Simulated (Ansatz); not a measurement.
Geometry relaxation, with input and output: InSb

The run: geometry relaxation of InSb (F-43m, 2 atoms in the cell). Method and program: DFT PBE+D3(BJ), scalar-relativistic, plane waves, PAW, no spin polarisation (Ansatz 0.2.0).

The structure derives from an entry of the Crystallography Open Database. Figures and captions count atoms from 1; the log counts them from 0 in places.

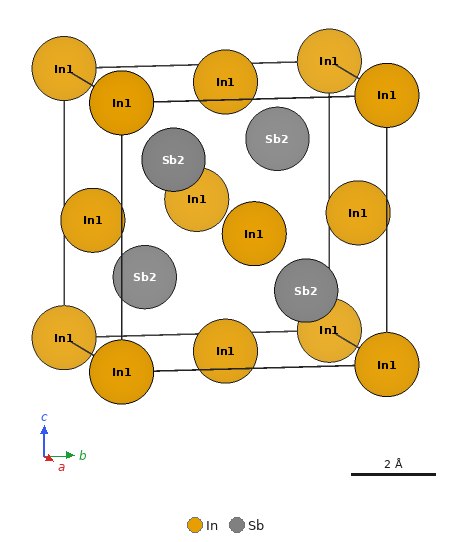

**Figure 1.** The input geometry (spheres-only view of the cell 4 times as large as that of the calculation, set on its symmetry axes, seen slightly off an axis; atoms are numbered from 1 in the order of the input). An atom can appear more than once, as a periodic image.

The input
```yaml
crystal:
  lattice:
    - [0.0, 3.2391, 3.2391]
    - [3.2391, 0.0, 3.2391]
    - [3.2391, 3.2391, 0.0]
  atoms:
    - { symbol: In, position: [0.0, 0.0, 0.0] }
    - { symbol: Sb, position: [0.75, 0.75, 0.75] }
basis:
  ecutwfc: 420
kpoints:
  mp_grid: { grid: [12, 12, 12] }
hamiltonian:
  xc: pbe
  dispersion: d3bj
scf:
  occupations: { method: gaussian, width: 0.1 }
output:
  forces: true
  stress: true
  eigenvalues: true
  write_density: true
  write_potential: true
  elf: true
  volumetric_format: npy
relax:
  adjacent_minimum: "off"
  f_tol: 0.005
  max_steps: 80
  cell: { stress_tol: 0.05 }
```

Hardware: 4 threads of Intel Xeon @ 2.50GHz (Skylake/Cascade Lake), 189 GiB of memory available, shared host.

Launched with:
```bash
ansatz run input.yaml --threads 4 --pin off --max-ram 10240MiB --backend cpu --events-out ev --progress --plain --runs-dir out
```

Output
```
Engine: ansatz 0.2.0, x86_64-unknown-linux-gnu
Pseudopotentials: kind: paw
Pseudopotential: In, paw, valence charge 13, recommended cutoff 420 eV (normal), In.paw.azcp
Pseudopotential: Sb, paw, valence charge 15, recommended cutoff 420 eV (normal), Sb.paw.azcp
Functional definition: PBE
  parameter kappa = 0.804
  parameter beta = 0.06672455060314922
  exchange = pbe_x(kappa = kappa, mu = beta*pi^2/3)
  correlation = pbe_c(beta = beta)
Crystal: 2 atoms, lattice volume = 67.968 Å³
Basis set: ecut = 420 eV, 1363 PW (Γ), exchange–correlation on 64×64×64 points (8 copies of the dense FFT grid, shifted against one another)
Bands: 18, of which v1, the nominal top of the filled ones, is band 14 counted from 1 (13 counted from 0)
Symmetry: 24 space group operations
Space group: F-43m (ITA 216), of the structure as read, at distance tolerance 4.1e-5 Å
k-points: 72 of 1728 (time reversal used)
Non-local potential: In, projectors of the file, l = 0: 2, l = 1: 2, l = 2: 2, l = 3: 2
Non-local potential: Sb, projectors of the file, l = 0: 2, l = 1: 2, l = 2: 2, l = 3: 2
PAW form: soft (Blöchl's): semilocal exchange-correlation on the pseudo side does not see the compensation charge
PAW one-centre angular grid: In, 590 points (default); XC on 64 Gauss nodes
PAW one-centre angular grid: Sb, 590 points (default); XC on 64 Gauss nodes
Initial density: superposition of atomic densities (neutral atoms: chi_scale 0, normalization atom), corrected by the library's trained network
Initial wavefunctions: pseudopotential atomic-orbital guess
Functional: x = pbe(κ = 0.804, μ = 0.2195149727645171), c = pbe(β = 0.06672455060314922)
SCF iter   1: F=—  HF=-12083.209867 eV  |F-HF|=—  |Δ(HF+E_count)|=         —  Δρ=1.88e-3  dr2=5.83e-3  ethr=1.77e-3  ⟨swp⟩=6.0  Hψ=6707  notcnv=0
preconditioner: auto → none  [insulator: Δε(μ)=0.521 eV  Ē_g=14.060 eV  σ=0.100 eV  W_gap=0.78  n_scr=14 (ndim 8)  ℏωp=19.1 eV  f_vac=0.112  D(μ)=0.03/eV (n_scr^D=0)  ε∞_Penn≈2.8]
SCF iter   2: F=—  HF=-12083.206814 eV  |F-HF|=—  |Δ(HF+E_count)|=   3.05e-3  Δρ=8.86e-4  dr2=5.86e-4  ethr=2.08e-5  ⟨swp⟩=2.0  Hψ=2530  notcnv=0
SCF iter   3: F=—  HF=-12083.206831 eV  |F-HF|=—  |Δ(HF+E_count)|=   1.65e-5  Δρ=2.55e-4  dr2=6.36e-5  ethr=2.09e-6  ⟨swp⟩=2.0  Hψ=1942  notcnv=0
SCF iter   4: F=—  HF=-12083.206911 eV  |F-HF|=—  |Δ(HF+E_count)|=   8.06e-5  Δρ=1.26e-4  dr2=1.79e-5  ethr=2.27e-7  ⟨swp⟩=2.0  Hψ=1531  notcnv=0
SCF iter   5: F=—  HF=-12083.206934 eV  |F-HF|=—  |Δ(HF+E_count)|=   2.29e-5  Δρ=2.82e-5  dr2=7.38e-7  ethr=6.38e-8  ⟨swp⟩=2.0  Hψ=1585  notcnv=0
SCF iter   6: F=-12083.206936 eV  HF=-12083.206936 eV  |F-HF|=2.69e-8  |Δ(HF+E_count)|=   1.26e-6  Δρ=5.61e-6  dr2=2.12e-8  ethr=3.57e-10  ⟨swp⟩=11.8  Hψ=10230  notcnv=0
SCF 1 converged in 6 iterations: F = -12083.206936 eV  dr2 = 2.12e-8
  Residual-converged pass: ⟨swp⟩=1.0  Hψ=1584  notcnv=0  max |occ|·‖R‖ = 7.1e-9 eV (tolerance 1.0e-8 eV)  dr2=2.12e-8  dr2_onsite=3.43e-9  max |Δocc| = 4.4e-11
  greatest PAW one-centre occupation: 0.995 electrons in one spin orbital (limit 2), on the Sb atom at site 1 (counted from 0), in its partial waves of l = 2
relax step   1: F+E_penalty+E_count = -12083.20693568 eV  Δ(F+E_penalty+E_count) = +0.000e0 eV  max|allowed force component| = 1.943e-16 eV/Å  Δτ_max = 0.0000 Å  P = +1.366 GPa  Ω = 67.968 Å³  (6 SCF iters, dr2 threshold 1.00e-7 eV, accepted)
Crystal: 2 atoms, lattice volume = 71.316 Å³
Basis set: ecut = 420 eV, 1411 PW (Γ), exchange–correlation on 64×64×64 points (8 copies of the dense FFT grid, shifted against one another)
Initial density: handed on by an earlier stage of this run
Initial wavefunctions: those handed on with the density
iter 1 solved again at ethr=4.32e-6 eV; its pass at ethr=3.10e-3 eV (dr2=1.21e-3 eV) is discarded
SCF iter   1: F=—  HF=-12083.211938 eV  |F-HF|=—  |Δ(HF+E_count)|=         —  Δρ=1.16e-3  dr2=1.12e-3  ethr=4.32e-6  ⟨swp⟩=2.0  Hψ=8679  notcnv=0
preconditioner: auto → none  [insulator: Δε(μ)=0.461 eV  Ē_g=13.846 eV  σ=0.100 eV  W_gap=0.80  n_scr=14 (ndim 8)  ℏωp=18.7 eV  f_vac=0.118  D(μ)=0.03/eV (n_scr^D=0)  ε∞_Penn≈2.8]
SCF iter   2: F=—  HF=-12083.212122 eV  |F-HF|=—  |Δ(HF+E_count)|=   1.84e-4  Δρ=5.77e-4  dr2=2.39e-4  ethr=4.00e-6  ⟨swp⟩=1.6  Hψ=1348  notcnv=0
SCF iter   3: F=—  HF=-12083.212254 eV  |F-HF|=—  |Δ(HF+E_count)|=   1.32e-4  Δρ=1.41e-4  dr2=2.40e-5  ethr=8.55e-7  ⟨swp⟩=2.2  Hψ=1755  notcnv=0
SCF iter   4: F=—  HF=-12083.212252 eV  |F-HF|=—  |Δ(HF+E_count)|=   1.78e-6  Δρ=4.88e-5  dr2=1.05e-6  ethr=8.57e-8  ⟨swp⟩=2.0  Hψ=1945  notcnv=0
SCF iter   5: F=-12083.212253 eV  HF=-12083.212253 eV  |F-HF|=7.70e-8  |Δ(HF+E_count)|=   1.08e-6  Δρ=1.30e-5  dr2=1.02e-7  ethr=7.14e-10  ⟨swp⟩=11.6  Hψ=10593  notcnv=0
SCF 2 converged in 5 iterations: F = -12083.212253 eV  dr2 = 1.02e-7
  Residual-converged pass: ⟨swp⟩=1.0  Hψ=1587  notcnv=0  max |occ|·‖R‖ = 7.1e-9 eV (tolerance 1.0e-8 eV)  dr2=1.02e-7  dr2_onsite=2.48e-8  max |Δocc| = 7.9e-11
relax step   2: F+E_penalty+E_count = -12083.21225289 eV  Δ(F+E_penalty+E_count) = -5.317e-3 eV  max|allowed force component| = 4.857e-17 eV/Å  Δτ_max = 0.0000 Å  P = -0.694 GPa  Ω = 71.316 Å³  energy of the carried Pulay correction = -6.901e-4 eV  (5 SCF iters, dr2 threshold 2.00e-7 eV, accepted)
Crystal: 2 atoms, lattice volume = 70.152 Å³
iter 1 solved again at ethr=6.04e-7 eV; its pass at ethr=3.10e-3 eV (dr2=1.69e-4 eV) is discarded
SCF iter   1: F=—  HF=-12083.215178 eV  |F-HF|=—  |Δ(HF+E_count)|=         —  Δρ=3.95e-4  dr2=1.23e-4  ethr=6.04e-7  ⟨swp⟩=3.0  Hψ=8436  notcnv=0
preconditioner: auto → none  [insulator: Δε(μ)=0.489 eV  Ē_g=13.908 eV  σ=0.100 eV  W_gap=0.79  n_scr=14 (ndim 8)  ℏωp=18.8 eV  f_vac=0.106  D(μ)=0.03/eV (n_scr^D=0)  ε∞_Penn≈2.8]
SCF iter   2: F=—  HF=-12083.215194 eV  |F-HF|=—  |Δ(HF+E_count)|=   1.57e-5  Δρ=1.93e-4  dr2=2.57e-5  ethr=4.39e-7  ⟨swp⟩=1.1  Hψ=1304  notcnv=0
SCF iter   3: F=—  HF=-12083.215206 eV  |F-HF|=—  |Δ(HF+E_count)|=   1.19e-5  Δρ=3.73e-5  dr2=1.38e-6  ethr=9.17e-8  ⟨swp⟩=2.0  Hψ=1585  notcnv=0
SCF iter   4: F=-12083.215206 eV  HF=-12083.215206 eV  |F-HF|=3.36e-8  |Δ(HF+E_count)|=   2.18e-9  Δρ=1.60e-5  dr2=1.22e-7  ethr=7.14e-10  ⟨swp⟩=11.8  Hψ=11200  notcnv=0
SCF 3 converged in 4 iterations: F = -12083.215206 eV  dr2 = 1.22e-7
  Residual-converged pass: ⟨swp⟩=1.0  Hψ=1587  notcnv=0  max |occ|·‖R‖ = 7.1e-9 eV (tolerance 1.0e-8 eV)  dr2=1.22e-7  dr2_onsite=8.23e-9  max |Δocc| = 1.9e-13
relax step   3: F+E_penalty+E_count = -12083.21520565 eV  Δ(F+E_penalty+E_count) = -2.953e-3 eV  max|allowed force component| = 3.701e-17 eV/Å  Δτ_max = 0.0000 Å  P = -0.042 GPa  Ω = 70.152 Å³  energy of the carried Pulay correction = -4.539e-4 eV  (4 SCF iters, dr2 threshold 2.00e-7 eV, accepted)
Initial wavefunctions: pseudopotential atomic-orbital guess (no wavefunctions were taken with the density)
iter 1 solved again at ethr=5.84e-7 eV; its pass at ethr=3.10e-3 eV (dr2=1.63e-4 eV) is discarded
SCF iter   1: F=—  HF=-12083.215637 eV  |F-HF|=—  |Δ(HF+E_count)|=         —  Δρ=4.17e-5  dr2=2.43e-7  ethr=5.84e-7  ⟨swp⟩=3.0  Hψ=10112  notcnv=0
eigensolver tolerance schedule: the retry pair's looser diagonalisation over-reported the residual by 672.17 of it (diagonalisation noise at 0.14 of the residual, at the tolerance the schedule requests for it); recorded, not acted on — ethr = c·dr2/N_el stays at c = 1.0e-1
preconditioner: auto → none  [insulator: Δε(μ)=0.489 eV  Ē_g=13.908 eV  σ=0.100 eV  W_gap=0.79  n_scr=14 (ndim 8)  ℏωp=18.8 eV  f_vac=0.108  D(μ)=0.03/eV (n_scr^D=0)  ε∞_Penn≈2.8]
SCF iter   2: F=—  HF=-12083.215640 eV  |F-HF|=—  |Δ(HF+E_count)|=   2.74e-6  Δρ=1.94e-5  dr2=5.62e-8  ethr=8.67e-10  ⟨swp⟩=2.6  Hψ=2567  notcnv=0
SCF iter   3: F=—  HF=-12083.215640 eV  |F-HF|=—  |Δ(HF+E_count)|=   3.21e-7  Δρ=4.13e-6  dr2=6.11e-9  ethr=2.01e-10  ⟨swp⟩=2.5  Hψ=1851  notcnv=0
SCF iter   4: F=—  HF=-12083.215640 eV  |F-HF|=—  |Δ(HF+E_count)|=   1.01e-8  Δρ=9.15e-7  dr2=5.62e-10  ethr=2.18e-11  ⟨swp⟩=2.0  Hψ=1945  notcnv=0
SCF iter   5: F=—  HF=-12083.215640 eV  |F-HF|=—  |Δ(HF+E_count)|=  2.82e-10  Δρ=2.75e-7  dr2=4.46e-11  ethr=2.01e-12  ⟨swp⟩=2.0  Hψ=2305  notcnv=0
SCF iter   6: F=-12083.215640 eV  HF=-12083.215640 eV  |F-HF|=1.82e-12  |Δ(HF+E_count)|=  6.91e-11  Δρ=6.59e-8  dr2=2.48e-12  ethr=1.00e-12  ⟨swp⟩=6.5  Hψ=5670  notcnv=0
SCF 4 converged in 6 iterations: F = -12083.215640 eV  dr2 = 2.48e-12
relax step   4: F+E_penalty+E_count = -12083.21564013 eV  Δ(F+E_penalty+E_count) = -4.345e-4 eV  max|allowed force component| = 3.238e-17 eV/Å  Δτ_max = 0.0000 Å  P = -0.047 GPa  Ω = 70.152 Å³  stress off target by 4.71e-2 GPa  SCF on the basis re-selected at this cell (its energy is not comparable with the rows above)  (6 SCF iters)
```

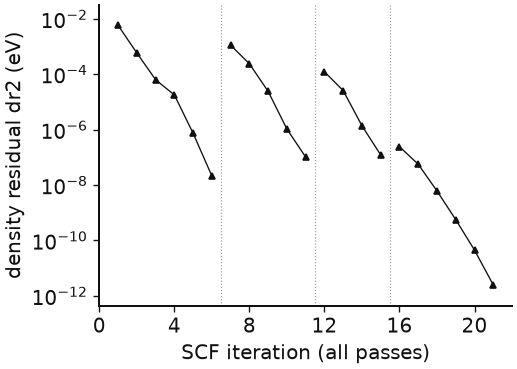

**Figure 2.** Convergence of the self-consistent field: density residual dr2 against the SCF iteration. The dotted lines part the SCF passes of the relaxation: geometry steps, rejected trials and re-solves on a re-selected basis. The passes take 6, 5, 4 and 6 iterations.

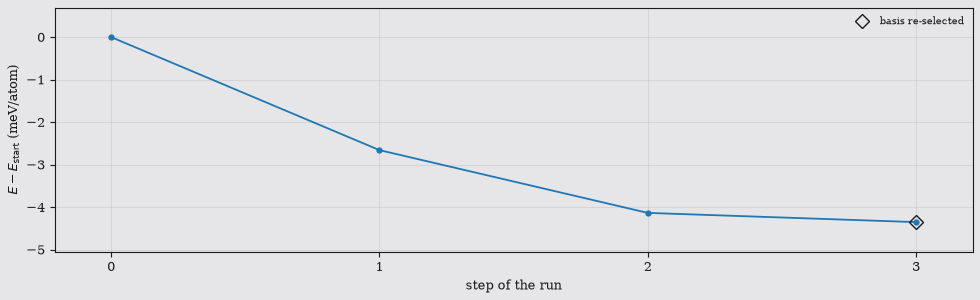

**Figure 3.** Progress of the relaxation, step by step (the first geometry is step 0 here and step 1 in the log).

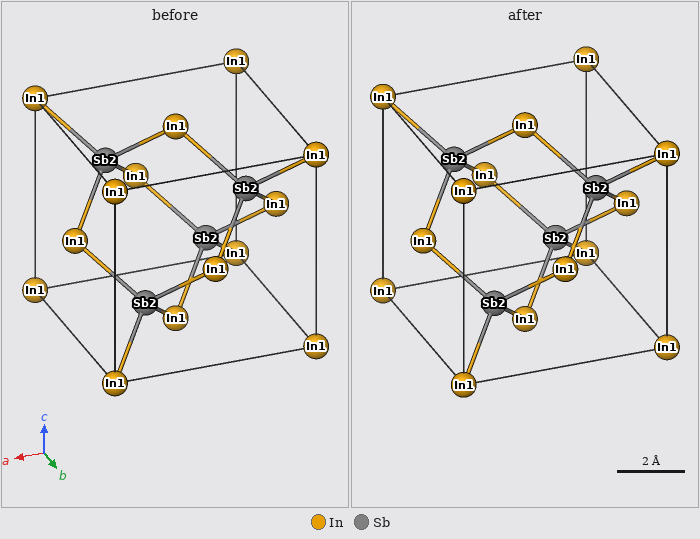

**Figure 4.** Before (left) and after (right) the relaxation, at one scale (ball-and-stick view of the cell 4 times as large as that of the calculation, set on its symmetry axes, seen at an oblique angle). No atom moves by more than 0.005 Å relative to the cell. Cell: a = b = c 6.478 → 6.547 Å (+1.1 %). Volume +3.2 %. Distances before and after: In1–Sb2 2.805 → 2.835 Å. The space group stays F-43m (No. 216). Over 2 geometry steps the energy falls by 4.1 meV per atom. All forces vanish by symmetry, so only the cell relaxes. The pressure goes from 1.37 to −0.05 GPa. A last SCF at the same geometry on a re-selected plane-wave basis shifts the energy by −0.2 meV per atom. (Atoms are counted from 1 in the order of the input.)

```
basis re-selected at this cell: Δ(F+E_penalty+E_count) = -4.345e-4 eV, ΔP = -0.005 GPa vs the last step (what re-selecting the basis moved, of the pressure what is left beyond the Pulay correction that the steps carried, after the strain that the cell walked since its last selection, with what the two solves' SCF thresholds leave and, on support functions, any second-order correction that the steps lacked; it is no measure of the basis error at this ecutwfc). This SCF's stress stands 4.71e-2 GPa from its target on what of the cell is left free (relax.cell.stress_tol is 5.00e-2 GPa) and its largest allowed force component is 3.24e-17 eV/Å (relax.f_tol is 5.00e-3 eV/Å): within both
SCF converged after 6 iterations
Free energy (F): -12083.215640 eV
Harris-Foulkes:  -12083.215640 eV  (|F-HF|=1.82e-12)
Internal energy: -12083.215490 eV  (E = F + TS)
E sigma→0 (E₀):  -12083.215565 eV
Entropy (-TS):   -0.000150 eV (-0.075 meV/atom)
Fermi energy:    7.049178 eV
--- Per-component energies (eV) ---
  E_band       = -269.717418
  E_kinetic    = 450.128878
  E_local      = -3239.784623  (includes V_loc(G=0)·N_el)
  E_nonlocal   = 729.866409
  E_hartree    = 1392.564210
  E_xc         = -353.467852
  E_vxc        = -195.206557  (∫ρ·V_xc dr)
  E_paw        = -8731.325474  (= ΣΔE_a)
  E_vpaw       = -799.849951  (= ΣTr[D̂ρ^β])
  E_aug_tail   = 0.000024  (compensation charges beyond the density's cutoff)
  E_ewald      = -2330.555400
  E_disp       = -0.641664  (pairwise vdW)
  E_smearing   = -0.000150  (= −TS)
  E_closure    = 0.000000  (closes the sum)
  Σ components = -12083.215640   (vs F -12083.215640, Δ=0.00e0)
--- Forces (eV/Å), atoms counted from 1 ---
  atom   1  In     0.00000000     0.00000000     0.00000000
  atom   2  Sb     0.00000000     0.00000000    -0.00000000
  max |Σ_I F_I| component: 5.09e-17 eV/Å
--- Stress (GPa, compression-positive) ---
       -0.047059      -0.000000      -0.000000
       -0.000000      -0.047059       0.000000
       -0.000000       0.000000      -0.047059
  P = ⅓ Tr σ = -0.0471 GPa (-0.471 kbar)
--- Band table (eV; the first three rows and the last of 72) ---
  k-point 0: bands = ["-21.5331", "-21.5331", "-21.5331", "-21.5185", "-21.5185", "-7.5412", "-7.5412", "-7.5412", "-7.4648", "-7.4648", "-3.5336", "6.6214", "6.9912", "6.9912", "6.9912", "9.9667", "9.9667", "9.9667"]
  k-point 1: bands = ["-21.5331", "-21.5330", "-21.5330", "-21.5185", "-21.5185", "-7.5441", "-7.5398", "-7.5398", "-7.4650", "-7.4650", "-3.4731", "5.6882", "6.8971", "6.8971", "7.6345", "10.0863", "10.0998", "10.0998"]
  k-point 2: bands = ["-21.5331", "-21.5329", "-21.5329", "-21.5184", "-21.5184", "-7.5519", "-7.5362", "-7.5362", "-7.4652", "-7.4652", "-3.2964", "4.5318", "6.6749", "6.6749", "7.8918", "10.4031", "10.4031", "10.6595"]
  k-point 71: bands = ["-21.5329", "-21.5328", "-21.5312", "-21.5185", "-21.5175", "-7.6024", "-7.5135", "-7.5038", "-7.4730", "-7.4639", "-1.6465", "1.3236", "4.2641", "4.3962", "10.3911", "10.9847", "11.1686", "11.9465"]
--- Relaxed structure (3 steps of the walk, 3 accepted, 1 SCFs on fresh bases) ---
  F+E_penalty+E_count = -12083.21564013 eV   max|allowed force component| = 3.238e-17 eV/Å   (the final SCF, on the basis selected at the relaxed cell)
  cell:  # Å, volume = 70.1515 Å³
    - [-6.416984153927885e-34, 3.273425142441736, 3.273425142441736]
    - [3.273425142441736, 9.4773919811858e-33, 3.273425142441736]
    - [3.273425142441736, 3.273425142441736, 1.2300546548162012e-32]
  atoms:
    - { symbol: In, position: [2.6634135264397033e-33, -2.7426919245291825e-33, -2.4896823493764313e-33] }
    - { symbol: Sb, position: [0.7499999999999999, 0.7499999999999999, 0.7499999999999999] }
```

Trajectory as extended XYZ (Å, eV, eV/Å), 4 frames, from step=1 to step=4
```
2
Lattice="0.0000 3.2391 3.2391 3.2391 0.0000 3.2391 3.2391 3.2391 0.0000" Properties=species:S:1:pos:R:3:forces:R:3 step=1 energy=-12083.20694 pressure_GPa=1.37
In    0.0000    0.0000    0.0000    0.0000   0.0000   0.0000
Sb    4.8586    4.8586    4.8586    0.0000   0.0000   0.0000
2
Lattice="0.0000 3.2914 3.2914 3.2914 0.0000 3.2914 3.2914 3.2914 0.0000" Properties=species:S:1:pos:R:3:forces:R:3 step=2 energy=-12083.21225 pressure_GPa=-0.69
In    0.0000    0.0000    0.0000    0.0000   0.0000   0.0000
Sb    4.9372    4.9372    4.9372    0.0000   0.0000   0.0000
2
Lattice="0.0000 3.2734 3.2734 3.2734 0.0000 3.2734 3.2734 3.2734 0.0000" Properties=species:S:1:pos:R:3:forces:R:3 step=3 energy=-12083.21521 pressure_GPa=-0.04
In    0.0000    0.0000    0.0000    0.0000   0.0000   0.0000
Sb    4.9101    4.9101    4.9101    0.0000   0.0000   0.0000
2
Lattice="0.0000 3.2734 3.2734 3.2734 0.0000 3.2734 3.2734 3.2734 0.0000" Properties=species:S:1:pos:R:3:forces:R:3 step=4 energy=-12083.21564 pressure_GPa=-0.05
In    0.0000    0.0000    0.0000    0.0000   0.0000   0.0000
Sb    4.9101    4.9101    4.9101    0.0000   0.0000   0.0000
```

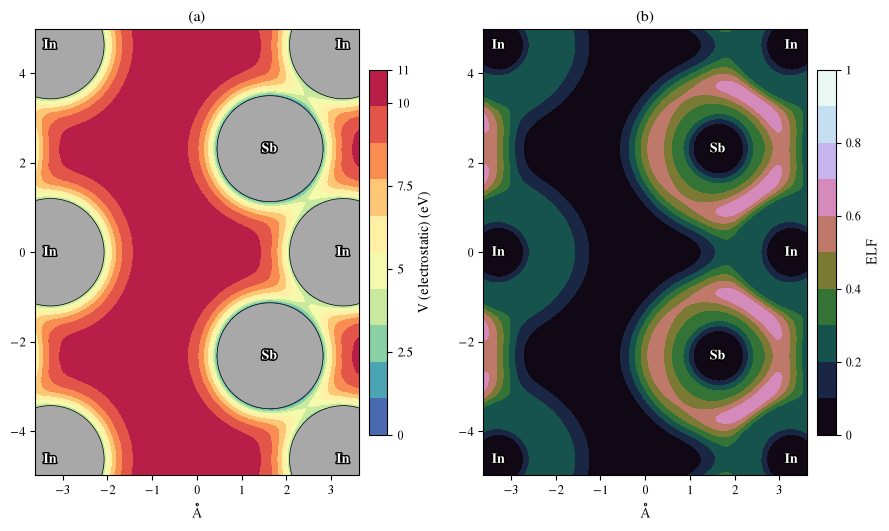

**Figure 5.** (a) electrostatic potential energy of an electron; (b) ELF on the (110) plane of the conventional cell. Grey discs, where drawn, cover atomic cores. Atoms in the plane: In and Sb. In–Sb (2.83 Å): the ELF peaks at about 0.65 between the atoms. Outside the cores the potential energy rises away from the atoms and is highest about 2.8 Å from the nearest atoms; outside the discs it spans about 10 eV, and its zero is arbitrary. The fields are those of the smooth PAW valence density.

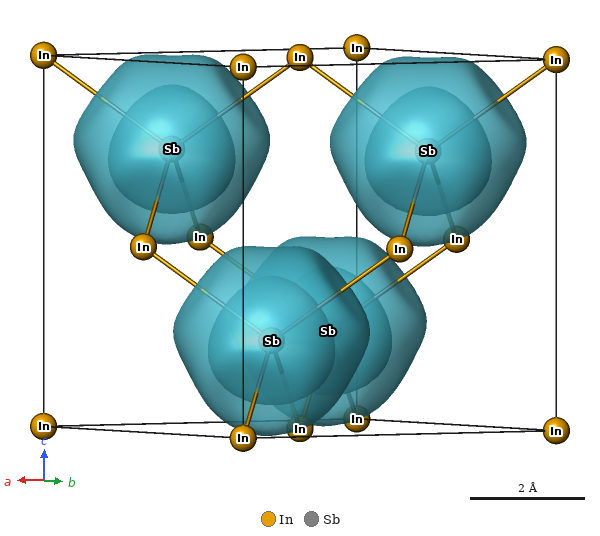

**Figure 6.** Isosurface of the electron localisation function at 0.45 (cyan), seen at an oblique angle. Only the valence region is drawn (cores and ρ < 0.01 e/Å³ removed). Sticks mark near contacts. The outline is the cell set on symmetry axes. Profiles from the grid: In–Sb (2.83 Å): the ELF peaks at about 0.65 between the atoms.

Key numbers

| quantity | value |
| --- | --- |
| outcome | converged |
| space group (tolerance 0.01 Å) | F-43m (216) |
| electrons treated | 28 |
| free energy | −12083.2156 eV |
| Fermi energy | 7.049 eV |
| gap on the k-point mesh | none (metallic) |
| pressure | −0.05 GPa |
| final volume | 70.15 Å³ |
| largest force (length of the vector) at the end | under 0.001 eV/Å |
| final cell | a = 4.629 Å, b = 4.629 Å, c = 4.629 Å, α = 60.00°, β = 60.00°, γ = 60.00° |
| wall time | 29 s (CPU time 1.8 min) |
| peak memory | 0.52 GiB |
